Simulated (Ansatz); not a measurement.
Single-point calculation, with input and output: Ti16O33 (part 2 of 3)

The same run, continued: Ti16O33 (defect cell, 49 atoms in the cell); DFT PBE, scalar-relativistic, plane waves, PAW, spin-polarised (Ansatz 0.2.0); cutoff 420 eV, 2×2×2 k-mesh, Gaussian smearing of 0.05 eV, collinear spins. The structure derives from an entry of the Crystallography Open Database.

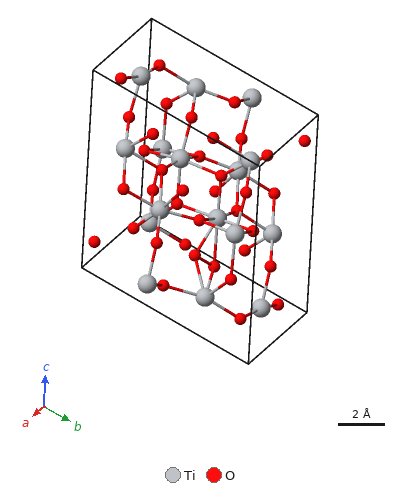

Fig. 1: The structure as given in the input (ball-and-stick view of the cell of the calculation, seen slightly off an axis). An atom can appear more than once, as a periodic image.

Output, continued
```
Per-site moments (μB) at R_I (Å): [(9.298788292407237e-8, 0.7685514441813485), (9.534662094694259e-8, 0.7694757052149613), (3.4597314194905275e-8, 0.7647260700403479), (2.8702305736414642e-8, 0.7678868355260466), (2.8654047225819124e-8, 0.7679277879128725), (5.886899600833726e-8, 0.7819374159850287), (1.572440398880436e-7, 0.7728290599497482), (3.1477675386474596e-8, 0.7646787155086966), (2.17045193826817e-8, 0.7570785424244689), (2.4351120765886403e-8, 0.7646043195428718), (7.432408144145336e-8, 0.7546277612506711), (3.224670955991828e-8, 0.7612477882332068), (7.585416345336825e-8, 0.7639910390318465), (2.8404512573552646e-8, 0.77294957871978), (3.0305432627392637e-8, 0.7709500150852746), (2.4042894856837084e-8, 0.7604537564418635), (-6.979298902060365e-8, 0.7685514441813485), (-6.214837092663612e-8, 0.7694757052149613), (-3.195657121801639e-8, 0.7647260700403479), (-4.4376610298943857e-8, 0.7678868355260466), (-2.2474070686605207e-8, 0.7679277879128725), (-4.075785572103069e-8, 0.5907171836224312), (-7.17832277666462e-8, 0.7728290599497482), (-2.462343454676627e-8, 0.7646787155086966), (-1.8731684396806633e-8, 0.7740157183702399), (-2.147177274281765e-8, 0.7819374159850287), (-2.801901989051873e-7, 0.7766584523061836), (-3.8587797995395055e-8, 0.7745290565479176), (-2.6640669721237074e-7, 0.7907079362076564), (-4.693832407717961e-8, 0.7732327346690464), (-2.4345100521229966e-8, 0.775689070926955), (-3.8066412933758266e-8, 0.778229975556992), (-1.920757116622568e-8, 0.7827612714502381), (-2.563147205931052e-8, 0.7646043195428718), (-3.815533181506078e-8, 0.7546277612506711), (-2.2529628510610894e-8, 0.7887556917390313), (-3.6899988684005776e-8, 0.7639910390318465), (-1.457552522339004e-8, 0.77294957871978), (-5.4478824631337044e-8, 0.7709500150852746), (-2.9228043704795074e-8, 0.7759211076673005), (-6.580800244723691e-8, 0.7884549649120092), (-2.9811796751891404e-8, 0.7858201060252632), (-1.534429948213114e-8, 0.7726751810739106), (-1.0326975379984662e-8, 0.7604537564418635), (-1.4773368228342193e-8, 0.7804154402156358), (-1.664965771457013e-8, 0.7570785424244689), (-4.8430058766621684e-8, 0.7612477882332068), (-3.888116066871386e-8, 0.7651402473780452), (-5.841241535846541e-8, 0.5907171836224312)]
Free energy (F): -58780.887387 eV
Harris-Foulkes:  -58780.887387 eV  (|F-HF|=1.79e-9)
Internal energy: -58780.887387 eV  (E = F + TS)
E sigma→0 (E₀):  -58780.887387 eV
Fermi energy:    10.742487 eV
--- Per-component energies (eV) ---
  E_band       = -2916.527004
  E_kinetic    = 10170.559650
  E_local      = -23947.316840  (includes V_loc(G=0)·N_el)
  E_nonlocal   = 1626.857043
  E_hartree    = 9086.722265
  E_xc         = -4020.164027
  E_vxc        = -5092.842923  (∫ρ·V_xc dr)
  E_paw        = -21937.702728  (= ΣΔE_a)
  E_vpaw       = -3847.316017  (= ΣTr[D̂ρ^β])
  E_aug_tail   = 0.082645  (compensation charges beyond the density's cutoff)
  E_ewald      = -29759.925395
  E_smearing   = -0.000000  (= −TS)
  E_closure    = -0.000000  (closes the sum)
  Σ components = -58780.887387   (vs F -58780.887387, Δ=0.00e0)
--- Forces (eV/Å), atoms counted from 1 ---
  atom   1  Ti     0.00613527    -0.00342797     0.00479623
  atom   2  Ti     0.01946917    -0.01931768    -0.03991344
  atom   3  Ti    -0.00114060    -0.00452821    -0.01031936
  atom   4  Ti     0.00009467    -0.00079126     0.00432168
  atom   5  Ti    -0.00028475     0.00524275     0.00304420
  atom   6  Ti    -0.01434394    -0.00288630     0.00770925
  atom   7  Ti     0.01402120     0.00846271     0.01644851
  atom   8  Ti     0.00333064     0.00245909     0.00231592
  atom   9  Ti     0.00484705     0.00394832     0.00477808
  atom  10  Ti    -0.00968118     0.00594340     0.00296754
  atom  11  Ti     0.01324711     0.00768025     0.01556200
  atom  12  Ti     0.00284125    -0.00644933    -0.00576204
  atom  13  Ti     0.00610365    -0.01461788    -0.00024178
  atom  14  Ti    -0.00890080    -0.00389176     0.00815478
  atom  15  Ti     0.00904733    -0.00325334    -0.00283935
  atom  16  Ti    -0.01085864    -0.00189188    -0.00192664
  atom  17  O     -0.00790023    -0.00446634    -0.00677785
  atom  18  O      0.00707226     0.00333409     0.00303581
  atom  19  O      0.00133757    -0.00084781    -0.00073744
  atom  20  O      0.00784468    -0.00365180    -0.00076821
  atom  21  O     -0.00196974    -0.00547792    -0.00129203
  atom  22  O      0.01578004    -0.01878770     0.00079499
  atom  23  O     -0.00485232    -0.00061619     0.00143764
  atom  24  O      0.00221406     0.00370555    -0.00327318
  atom  25  O      0.00210746    -0.00352769     0.00217787
  atom  26  O      0.00554771    -0.00350817    -0.00698198
  atom  27  O      0.00771081    -0.00227429     0.00169058
  atom  28  O     -0.00982059     0.00630898     0.01683525
  atom  29  O     -0.02296888    -0.00296416     0.00222427
  atom  30  O     -0.00397325     0.00708161    -0.00453086
  atom  31  O     -0.00575290    -0.00271363    -0.00273466
  atom  32  O      0.00488270    -0.00060699     0.00408064
  atom  33  O     -0.00398048     0.00003976    -0.01011790
  atom  34  O     -0.00102584    -0.00211181    -0.00261519
  atom  35  O     -0.01648949    -0.00362564    -0.01003082
  atom  36  O      0.00522432     0.00103892    -0.00244138
  atom  37  O      0.00270306     0.01108951    -0.00673008
  atom  38  O      0.00678140     0.00879714    -0.00099774
  atom  39  O     -0.00298570    -0.00368656     0.00134713
  atom  40  O     -0.00188312     0.00195237     0.01349160
  atom  41  O     -0.00003691     0.00286588    -0.00588220
  atom  42  O      0.00396881    -0.00634508     0.00774619
  atom  43  O     -0.01726542     0.00720461     0.00981320
  atom  44  O     -0.00530700    -0.00207185    -0.00514828
  atom  45  O      0.00985575    -0.00484475     0.00643804
  atom  46  O      0.00543621    -0.00019891    -0.00096050
  atom  47  O     -0.00666400     0.00786456    -0.00449922
  atom  48  O     -0.00372278     0.00842345    -0.00077866
  atom  49  O     -0.00581376     0.02994524    -0.00289568
  max |Σ_I F_I| component: 1.82e-5 eV/Å
--- Band table (eV; the first three rows and the last of 16) ---
  k-point 0 ↑: bands = ["-47.1369", "-47.0930", "-47.0820", "-47.0701", "-47.0700", "-47.0692", "-47.0653", "-47.0562", "-47.0409", "-47.0356", "-47.0293", "-47.0130", "-47.0104", "-46.9984", "-46.9696", "-46.9660", "-23.5747", "-23.5182", "-23.5025", "-23.4809", "-23.4756", "-23.4666", "-23.4617", "-23.4591", "-23.4537", "-23.4442", "-23.4402", "-23.4346", "-23.4209", "-23.4099", "-23.4000", "-23.3815", "-23.3746", "-23.3594", "-23.3536", "-23.3451", "-23.3396", "-23.3341", "-23.3267", "-23.3224",
      "-23.3165", "-23.3146", "-23.3084", "-23.3055", "-23.2940", "-23.2889", "-23.2845", "-23.2829", "-23.2697", "-23.2649", "-23.2603", "-23.2562", "-23.2524", "-23.2492", "-23.2357", "-23.2333", "-23.2302", "-23.2218", "-23.2150", "-23.2124", "-23.2079", "-23.1979", "-23.1975", "-23.1727", "-12.6173", "-8.5542", "-7.8326", "-7.7796", "-7.5709", "-7.5240", "-7.5046", "-7.4897", "-7.4297", "-7.4128", "-7.3979", "-7.3770", "-7.3315", "-7.3013", "-7.2696", "-7.1597",
      "-7.0700", "-7.0598", "-7.0430", "-7.0223", "-7.0039", "-6.9865", "-6.9753", "-6.9647", "-6.9590", "-6.9361", "-6.9197", "-6.9037", "-6.8233", "-6.7274", "-6.7053", "-6.6441", "-5.1248", "3.0437", "3.3943", "3.6497", "4.2863", "4.4804", "4.6025", "4.6677", "4.7398", "4.8054", "4.8303", "4.8542", "4.8831", "4.9387", "4.9567", "4.9706", "5.0248", "5.0923", "5.1106", "5.1236", "5.1591", "5.2182", "5.2565", "5.3054",
      "5.3357", "5.3732", "5.4409", "5.4816", "5.5416", "5.6504", "5.7067", "5.7904", "5.8805", "5.9319", "6.0789", "6.1062", "6.1450", "6.1718", "6.2220", "6.2686", "6.2985", "6.3572", "6.3746", "6.3805", "6.4293", "6.4398", "6.5683", "6.5933", "6.6574", "6.7170", "6.7746", "6.7923", "6.7942", "6.8767", "6.9145", "6.9276", "6.9613", "6.9760", "7.0175", "7.1047", "7.1833", "7.2386", "7.2865", "7.3362",
      "7.3649", "7.4060", "7.4396", "7.5103", "7.5150", "7.5574", "7.5883", "7.6391", "7.6946", "7.8458", "7.8744", "7.9188", "7.9465", "8.1299", "8.2181", "8.2608", "8.3054", "8.4915", "8.5933", "8.6317", "8.6761", "8.7028", "8.7135", "8.7232", "8.7572", "8.7706", "8.7990", "8.8254", "8.8714", "8.8824", "8.9081", "9.0742", "9.2352", "9.2955", "9.4668", "11.9650", "12.0186", "12.0726", "12.1127", "12.1282",
      "12.1542", "12.1749", "12.2141", "12.2412", "12.2583", "12.2723", "12.2972", "12.3275", "12.3329", "12.3728", "12.4324", "12.4683", "12.5374", "12.5781", "12.6601", "12.7524", "12.8111", "12.8823", "12.8944", "12.9305", "12.9730", "12.9909", "13.0152", "13.0252", "13.0589", "13.0791", "13.1833", "13.2031", "13.3339", "13.3729", "13.3817", "13.3973", "13.4399", "13.4649", "13.4773", "13.5463", "13.5549", "13.6642", "13.6772", "13.7192",
      "13.7587", "13.9048", "14.1045", "14.4780", "14.5281"]
  k-point 1 ↑: bands = ["-47.1368", "-47.0922", "-47.0829", "-47.0708", "-47.0700", "-47.0683", "-47.0653", "-47.0563", "-47.0408", "-47.0358", "-47.0291", "-47.0131", "-47.0104", "-46.9983", "-46.9695", "-46.9660", "-23.5668", "-23.5216", "-23.5081", "-23.4944", "-23.4907", "-23.4884", "-23.4643", "-23.4504", "-23.4465", "-23.4413", "-23.4258", "-23.4218", "-23.4094", "-23.4041", "-23.4002", "-23.3959", "-23.3815", "-23.3583", "-23.3566", "-23.3450", "-23.3382", "-23.3348", "-23.3272", "-23.3183",
      "-23.3121", "-23.3079", "-23.3034", "-23.2978", "-23.2915", "-23.2860", "-23.2768", "-23.2722", "-23.2692", "-23.2591", "-23.2571", "-23.2558", "-23.2507", "-23.2466", "-23.2458", "-23.2393", "-23.2325", "-23.2281", "-23.2253", "-23.2140", "-23.2086", "-23.2035", "-23.2033", "-23.1758", "-12.6160", "-8.2978", "-8.1762", "-7.7175", "-7.6945", "-7.6528", "-7.6266", "-7.5709", "-7.4139", "-7.3540", "-7.3260", "-7.3166", "-7.3004", "-7.2937", "-7.2345", "-7.1353",
      "-7.0642", "-7.0419", "-7.0366", "-7.0201", "-6.9886", "-6.9715", "-6.9345", "-6.9006", "-6.8857", "-6.8673", "-6.8567", "-6.8419", "-6.8214", "-6.8133", "-6.7670", "-6.7394", "-5.1324", "3.0606", "3.3682", "3.7112", "4.5063", "4.5444", "4.5723", "4.6190", "4.6484", "4.6618", "4.7334", "4.8039", "4.9355", "5.0027", "5.0169", "5.0196", "5.0404", "5.0669", "5.1078", "5.1424", "5.2055", "5.2368", "5.2821", "5.3276",
      "5.4176", "5.4214", "5.4325", "5.4745", "5.4755", "5.5438", "5.5716", "5.6126", "5.6662", "5.7617", "5.7882", "5.9185", "5.9612", "6.0152", "6.0860", "6.1272", "6.2129", "6.3113", "6.3686", "6.4596", "6.5322", "6.6123", "6.6316", "6.7038", "6.7529", "6.7779", "6.8504", "6.8973", "6.9041", "6.9592", "6.9813", "7.0228", "7.0717", "7.0923", "7.1101", "7.1844", "7.1956", "7.2417", "7.2855", "7.3690",
      "7.4755", "7.5468", "7.6430", "7.6631", "7.6863", "7.6987", "7.7026", "7.7905", "7.8222", "7.9571", "8.0124", "8.0795", "8.1269", "8.1472", "8.2051", "8.2551", "8.2881", "8.2980", "8.3940", "8.4187", "8.4299", "8.4736", "8.5270", "8.6066", "8.6185", "8.7920", "8.8251", "8.8455", "8.8609", "8.8782", "8.9099", "8.9122", "8.9700", "9.1872", "9.5363", "12.0139", "12.0315", "12.0704", "12.1013", "12.1289",
      "12.1689", "12.1968", "12.2535", "12.2829", "12.3235", "12.3571", "12.3960", "12.4124", "12.4235", "12.4907", "12.5104", "12.6034", "12.6238", "12.6633", "12.6821", "12.7320", "12.7733", "12.8020", "12.8130", "12.8346", "12.9017", "12.9323", "12.9790", "13.0138", "13.0243", "13.0460", "13.1266", "13.1506", "13.2072", "13.2119", "13.2533", "13.2776", "13.3613", "13.3982", "13.4977", "13.5444", "13.6052", "13.6545", "13.6918", "13.7028",
      "13.7422", "13.7753", "14.1225", "14.5172", "14.6162"]
```
